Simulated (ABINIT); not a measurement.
**Run report: GaAs, single-point calculation**

System: GaAs (I-4m2, 2 atoms in the cell).
Method: Kohn-Sham DFT of a periodic cell, PBE, JTH PAW PBE v2.0, no spin polarisation (ABINIT 10.8.3).

The structure derives from an entry of the Crystallography Open Database. The geometry was changed: uniaxial strain of 1 %.

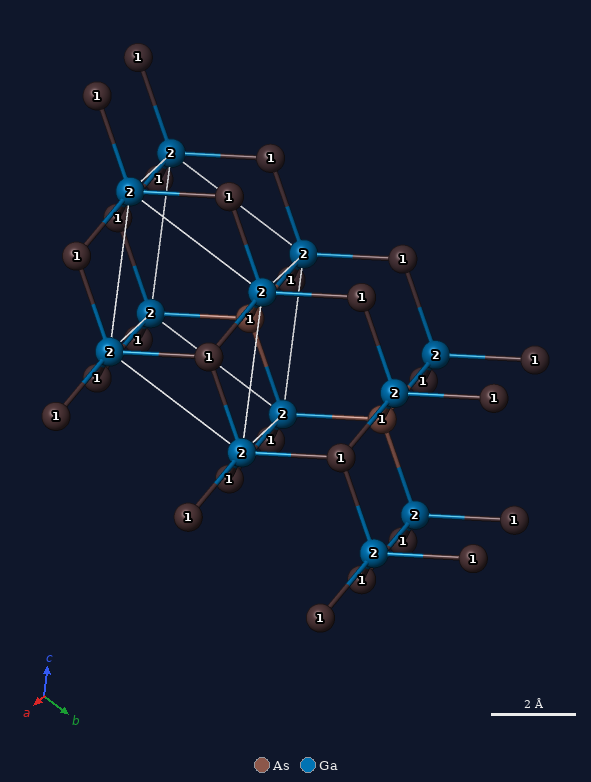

**Figure 1.** The input geometry (ball-and-stick view of the reduced cell, repeated 1 × 2 × 1, seen slightly off an axis; neighbours outside the cell are drawn fainter; atoms are numbered from 1 in the order of the input). An atom can appear more than once, as a periodic image. Near neighbours in the periodic cell (some may lie outside the picture): As has 4 Ga at 2.46 Å; Ga has 4 As at 2.46 Å.

**Input**
```
# Pseudopotentials
pp_dirpath "./"
pseudos "As.GGA_PBE-JTH.xml, Ga.GGA_PBE-JTH.xml"

# Structure
acell 4.01780818 4.01780818 3.9977696088 Angstrom
rprim
     0.0000000000     0.7035801296     0.7106159309
     0.7035801296     0.0000000000     0.7106159309
     0.7071067812     0.7071067812     0.0000000000
ntypat 2
znucl 33 31
natom 2
typat 1 2
xcart
     8.0129584431     8.0129584431     8.0930880275
     0.0000000000     0.0000000000     0.0000000000
chkprim 0
chksymtnons 0
tolsym 1.0e-6

# Plane-wave basis
ecut 462.593566 eV
pawecutdg 34.0
pawxcdev 0

# k points
kptopt 1
ngkpt 8 8 8
nshiftk 1
shiftk 0.0 0.0 0.0

# Exchange and correlation
ixc 11

# Bands and occupations
nband 18
occopt 3
tsmear 0.05 eV

# SCF cycle
nstep 100
tolvrs 1.0e-9

# Output
iomode 3
prtwf 0
prteig 0
prtebands 0
enunit 1
prtden 1
prtvha 1
prtvclmb 1
prtpot 1
```

Hardware: 1 thread of Arm Neoverse V1, 24 GiB of memory available, shared host.

Run as:
```bash
abinit run.abi > log 2>&1
```

**Output**
```
.Version 10.8.3 of ABINIT
 Symmetries : space group I-4 m 2 (#119); Bravais tI (body-center tetrag.)
================================================================================
 Values of the parameters that define the memory need of the present run
     intxc =       0    ionmov =       0      iscf =      17    lmnmax =      18
     lnmax =       6     mgfft =      30  mpssoang =       3    mqgrid =    3001
     natom =       2  nloc_mem =       2    nspden =       1   nspinor =       1
    nsppol =       1      nsym =       8    n1xccc =       1    ntypat =       2
    occopt =       3   xclevel =       2
       mpw =        1040          nfft =       27000          nkpt =          59
 PAW method is used; the additional fine FFT grid is defined by:
   mgfftf=        40    nfftf =     64000
================================================================================
================================================================================

--------------------------------------------------------------------------------
------------- Echo of variables that govern the present computation ------------
--------------------------------------------------------------------------------
 -outvars: echo values of preprocessed input variables --------
            acell      7.5925570866E+00  7.5925570866E+00  7.5546896751E+00 Bohr
              amu      7.49215900E+01  6.97230000E+01
          chkprim           0
      chksymtnons           0
             ecut      1.70000000E+01 Hartree
           enunit           1
                       outvar_i_n : Printing only first  50 k-points.
              ixc          11
                       outvar_i_n : Printing only first  50 k-points.
         kptrlatt        8    0    0      0    8    0      0    0    8
          kptrlen      6.04375174E+01
            natom           2
            nband          18
            ngfft          30      30      30
          ngfftdg          40      40      40
             nkpt          59
            nstep         100
             nsym           8
           ntypat           2
                       prtocc : prtvol=0, do not print more k-points.
           occopt           3
        pawecutdg      3.40000000E+01 Hartree
         pawxcdev           0
        prtebands           0
           prteig           0
           prtpot           1
         prtvclmb           1
           prtvha           1
            prtwf           0
            rprim      0.0000000000E+00  7.0358012960E-01  7.1061593090E-01
                       7.0358012960E-01  0.0000000000E+00  7.1061593090E-01
                       7.0710678120E-01  7.0710678120E-01  0.0000000000E+00
          spgroup         119
           tolsym      1.00000000E-06
           tolvrs      1.00000000E-09
           tsmear      1.83746611E-03 Hartree
            typat      1  2
           useylm           1
                       outvars : Printing only first  50 k-points.
           xangst      4.2402749971E+00  4.2402749971E+00  4.2826777471E+00
                      -2.9129169206E-09 -2.9129169206E-09 -2.9330090963E-09
            xcart      8.0129584431E+00  8.0129584431E+00  8.0930880275E+00
                      -5.5046152075E-09 -5.5046152075E-09 -5.5425839169E-09
             xred      7.4999999949E-01  7.4999999949E-01  7.4999999948E-01
                      -5.1364051901E-10 -5.1364051901E-10 -5.1680570934E-10
            znucl       33.00000   31.00000

================================================================================

 chkinp: Checking input parameters for consistency.

================================================================================
== DATASET  1 ==================================================================

--- !DatasetInfo
iteration_state: {dtset: 1, }
dimensions: {natom: 2, nkpt: 59, mband: 18, nsppol: 1, nspinor: 1, nspden: 1, mpw: 1040, }
cutoff_energies: {ecut:  17.0, pawecutdg:  34.0, }
electrons: {nelect:   2.80000000E+01, charge:   0.00000000E+00, occopt:   3.00000000E+00, tsmear:   1.83746611E-03, }
meta: {optdriver: 0, ionmov: 0, optcell: 0, iscf: 17, paral_kgb: 0, }
...

 Exchange-correlation functional for the present dataset will be:
  GGA: Perdew-Burke-Ernzerhof functional - ixc=11
  J.P.Perdew, K.Burke, M.Ernzerhof, PRL 77, 3865 (1996)

 Real(R)+Recip(G) space primitive vectors, cartesian coordinates (Bohr,Bohr^-1):
 R(1)=  0.0000000  5.3419723  5.3953920  G(1)= -0.0935984  0.0935984  0.0926717
 R(2)=  5.3419723  0.0000000  5.3953920  G(2)=  0.0935984 -0.0935984  0.0926717
 R(3)=  5.3419723  5.3419723  0.0000000  G(3)=  0.0935984  0.0935984 -0.0926717
 Unit cell volume ucvol=  3.0793302E+02 bohr^3
 Angles (23,13,12)=  6.01648465E+01  6.01648465E+01  5.96703071E+01 degrees

 Coarse grid specifications (used for wave-functions):

 getcut: wavevector=  0.0000  0.0000  0.0000  ngfft=  30  30  30
         ecut(hartree)=     17.000   => boxcut(ratio)=   2.13134

 Fine grid specifications (used for densities):

 getcut: wavevector=  0.0000  0.0000  0.0000  ngfft=  40  40  40
         ecut(hartree)=     34.000   => boxcut(ratio)=   2.00719

--- Pseudopotential description ------------------------------------------------
- pspini: atom type   1  psp file is ./As.GGA_PBE-JTH.xml
 Pseudopotential format is: paw10
 basis_size (lnmax)=  6 (lmn_size= 18), orbitals=   0   0   1   1   2   2
 Spheres core radius: rc_sph= 2.10391912
 Shapefunction is BESSEL type: shapef(r,l)=aa(1,l)*jl(q(1,l)*r)+aa(2,l)*jl(q(2,l)*r)
 Radius for shape functions =  1.70360438
 Compensation charge density is not taken into account in XC energy/potential

- pspini: atom type   2  psp file is ./Ga.GGA_PBE-JTH.xml
 Pseudopotential format is: paw10
 basis_size (lnmax)=  6 (lmn_size= 18), orbitals=   0   0   1   1   2   2
 Spheres core radius: rc_sph= 2.10359248
 Shapefunction is BESSEL type: shapef(r,l)=aa(1,l)*jl(q(1,l)*r)+aa(2,l)*jl(q(2,l)*r)
 Radius for shape functions =  1.80829011
 Compensation charge density is not taken into account in XC energy/potential

   1.31748582E+03                                ecore*ucvol(ha*bohr**3)
--------------------------------------------------------------------------------

================================================================================

--- !BeginCycle
iteration_state: {dtset: 1, }
solver: {iscf: 17, nstep: 100, nline: 4, wfoptalg: 10, }
tolerances: {tolvrs: 1.00E-09, }
...

     iter   Etot(hartree)      deltaE(h)  residm     nres2
 ETOT  1  -192.32658418787    -1.923E+02 1.903E+01 1.362E+00
 ETOT  2  -192.97372489490    -6.471E-01 2.241E-02 4.299E-01
 ETOT  3  -192.97193517830     1.790E-03 2.147E-02 7.646E-02
 ETOT  4  -192.97182454146     1.106E-04 7.118E-04 9.110E-03
 ETOT  5  -192.97188117816    -5.664E-05 4.543E-04 3.015E-03
 ETOT  6  -192.97191994395    -3.877E-05 7.163E-05 2.785E-04
 ETOT  7  -192.97192364630    -3.702E-06 4.442E-05 3.361E-05
 ETOT  8  -192.97192492569    -1.279E-06 8.557E-06 1.617E-06
 ETOT  9  -192.97192496871    -4.302E-08 5.217E-06 9.830E-08
 ETOT 10  -192.97192497182    -3.107E-09 9.815E-07 4.688E-09
 ETOT 11  -192.97192497192    -9.655E-11 6.096E-07 1.527E-09
 ETOT 12  -192.97192497193    -1.705E-11 1.144E-07 1.265E-10

 At SCF step   12       nres2   =  1.27E-10 < tolvrs=  1.00E-09 =>converged.

 Cartesian components of stress tensor (hartree/bohr^3)
  sigma(1 1)= -9.07414517E-05  sigma(3 2)=  1.58118490E-13
  sigma(2 2)= -9.07414517E-05  sigma(3 1)=  1.58119233E-13
  sigma(3 3)= -7.05340651E-05  sigma(2 1)= -3.19398335E-13

--- !ResultsGS
iteration_state: {dtset: 1, }
comment   : Summary of ground state results
lattice_vectors:
- [  0.0000000,   5.3419723,   5.3953920, ]
- [  5.3419723,   0.0000000,   5.3953920, ]
- [  5.3419723,   5.3419723,   0.0000000, ]
lattice_lengths: [   7.59256,    7.59256,    7.55469, ]
lattice_angles: [ 60.165,  60.165,  59.670, ] # degrees, (23, 13, 12)
lattice_volume:   3.0793302E+02
convergence: {deltae: -1.705E-11, res2:  1.265E-10, residm:  1.144E-07, diffor: null, }
etotal    :  -1.92971925E+02
entropy   :   0.00000000E+00
fermie    :   1.67465014E-01
cartesian_stress_tensor: # hartree/bohr^3
- [ -9.07414517E-05,  -3.19398335E-13,   1.58119233E-13, ]
- [ -3.19398335E-13,  -9.07414517E-05,   1.58118490E-13, ]
- [  1.58119233E-13,   1.58118490E-13,  -7.05340651E-05, ]
pressure_GPa:   2.4715E+00
xred      :
- [  7.5000E-01,   7.5000E-01,   7.5000E-01, As]
- [ -5.1364E-10,  -5.1364E-10,  -5.1681E-10, Ga]
cartesian_forces: # hartree/bohr
- [  7.56081763E-29,  -7.56081763E-29,  -1.72177035E-27, ]
- [ -7.56081763E-29,   7.56081763E-29,   1.72177035E-27, ]
force_length_stats: {min:   1.72508734E-27, max:   1.72508734E-27, mean:   1.72508734E-27, }
...

 Integrated electronic density in atomic spheres:
 ------------------------------------------------
 Atom  Sphere_radius  Integrated_density
    1        2.10392         12.70792888
    2        2.10359         11.05726947

================================================================================

 ----iterations are completed or convergence reached----

 Mean square residual over all n,k,spin=   15.793E-11; max=  11.440E-08
 reduced coordinates (array xred) for    2 atoms
       0.749999999486      0.749999999486      0.749999999483
      -0.000000000514     -0.000000000514     -0.000000000517
 rms dE/dt=  1.0324E-26; max dE/dt=  1.6156E-27; dE/dt below (all hartree)
    1       0.000000000000      0.000000000000      0.000000000000
    2      -0.000000000000     -0.000000000000      0.000000000000

 cartesian coordinates (angstrom) at end:
    1      4.24027499712465     4.24027499712465     4.28267774707949
    2     -0.00000000291292    -0.00000000291292    -0.00000000293301

 cartesian forces (hartree/bohr) at end:
    1      0.00000000000000    -0.00000000000000    -0.00000000000000
    2     -0.00000000000000     0.00000000000000     0.00000000000000
 frms,max,avg= 9.9597964E-28 1.7217704E-27   0.000E+00  0.000E+00  0.000E+00 h/b

 cartesian forces (eV/Angstrom) at end:
    1      0.00000000000000    -0.00000000000000    -0.00000000000000
    2     -0.00000000000000     0.00000000000000     0.00000000000000
 frms,max,avg= 5.1215332E-26 8.8536991E-26   0.000E+00  0.000E+00  0.000E+00 e/A
 length scales=  7.592557086632  7.592557086632  7.554689675109 bohr
              =  4.017808180000  4.017808180000  3.997769608800 angstroms
 Fermi (or HOMO) energy (eV) =   4.55696   Average Vxc (eV)=  -9.00746
 Eigenvalues (   eV  ) for nkpt=  59  k points:
 kpt#   1, nband= 18, wtk=  0.00195, kpt=  0.0000  0.0000  0.0000 (reduced coord)
 -30.82230  -30.82230  -30.82149  -30.81493  -30.81388  -10.46890  -10.46636  -10.46636
 -10.39346  -10.39182   -8.34907    4.26897    4.32638    4.32638    4.74149    8.03367
   8.03367    8.06047
 prteigrs : prtvol=0 or 1, do not print more k-points.

--- !EnergyTerms
iteration_state     : {dtset: 1, }
comment             : Components of total free energy in Hartree
kinetic             :  8.85856869655281E+00
hartree             :  6.19640545883644E+01
xc                  : -3.75825766195027E+00
Ewald energy        : -9.88494968873808E+01
psp_core            :  4.27848175627745E+00
local_psp           : -1.63552092761768E+02
PAW spherical_terms : -1.91318302514101E+00
internal            : -1.92971925295046E+02
'-kT*entropy'       : -1.88483983023784E-06
total_energy        : -1.92971927179886E+02
total_energy_eV     : -5.25103364512319E+03
...

--- !EnergyTermsDC
iteration_state     : {dtset: 1, }
comment             : '"Double-counting" decomposition of free energy'
band_energy         : -1.54389820520538E+01
Ewald energy        : -9.88494968873808E+01
psp_core            :  4.27848175627745E+00
xc_dc               : -6.09112320720874E+01
PAW spherical_terms : -2.20506938318498E+01
internal            : -1.92971923087094E+02
'-kT*entropy'       : -1.88483983023784E-06
total_energy_dc     : -1.92971924971934E+02
total_energy_dc_eV  : -5.25103358504177E+03
...

--- !EnergyTermsWithPAWCore
iteration_state     : {dtset: 1, }
comment             : 'Components of total free energy, including PAW core contributions'
Total energy        : -4.20504640476908E+03
Total energy DC     : -4.20504640256113E+03
Total energy (eV)   : -1.14425141902445E+05
Total energy DC (eV): -1.14425141842364E+05
...

 Cartesian components of stress tensor (hartree/bohr^3)
  sigma(1 1)= -9.07414517E-05  sigma(3 2)=  1.58118490E-13
  sigma(2 2)= -9.07414517E-05  sigma(3 1)=  1.58119233E-13
  sigma(3 3)= -7.05340651E-05  sigma(2 1)= -3.19398335E-13

-Cartesian components of stress tensor (GPa)         [Pressure=  2.4715E+00 GPa]
- sigma(1 1)= -2.66970568E+00  sigma(3 2)=  4.65200658E-09
- sigma(2 2)= -2.66970568E+00  sigma(3 1)=  4.65202846E-09
- sigma(3 3)= -2.07518384E+00  sigma(2 1)= -9.39702345E-09

== END DATASET(S) ==============================================================
================================================================================

 -outvars: echo values of variables after computation  --------
            acell      7.5925570866E+00  7.5925570866E+00  7.5546896751E+00 Bohr
           etotal     -1.9297192497E+02
            fcart      7.5608176319E-29 -7.5608176319E-29 -1.7217703518E-27
                      -7.5608176319E-29  7.5608176319E-29  1.7217703518E-27
            rprim      0.0000000000E+00  7.0358012960E-01  7.1061593090E-01
                       7.0358012960E-01  0.0000000000E+00  7.1061593090E-01
                       7.0710678120E-01  7.0710678120E-01  0.0000000000E+00
           strten     -9.0741451727E-05 -9.0741451727E-05 -7.0534065142E-05
                       1.5811848976E-13  1.5811923344E-13 -3.1939833519E-13
           xangst      4.2402749971E+00  4.2402749971E+00  4.2826777471E+00
                      -2.9129169206E-09 -2.9129169206E-09 -2.9330090963E-09
             xred      7.4999999949E-01  7.4999999949E-01  7.4999999948E-01
                      -5.1364051901E-10 -5.1364051901E-10 -5.1680570934E-10
 Calculation completed.
```

**Results in brief**

```tsv
quantity	value
outcome	converged
space group (tolerance 0.01 Å)	I-4m2 (119)
electrons treated	28
free energy	−5251.0336 eV
Fermi energy	4.557 eV
gap on the k-point mesh	0.42 eV
pressure	2.47 GPa
largest force (length of the vector)	under 0.001 eV/Å
wall time	42 s
peak memory	0.12 GiB
```
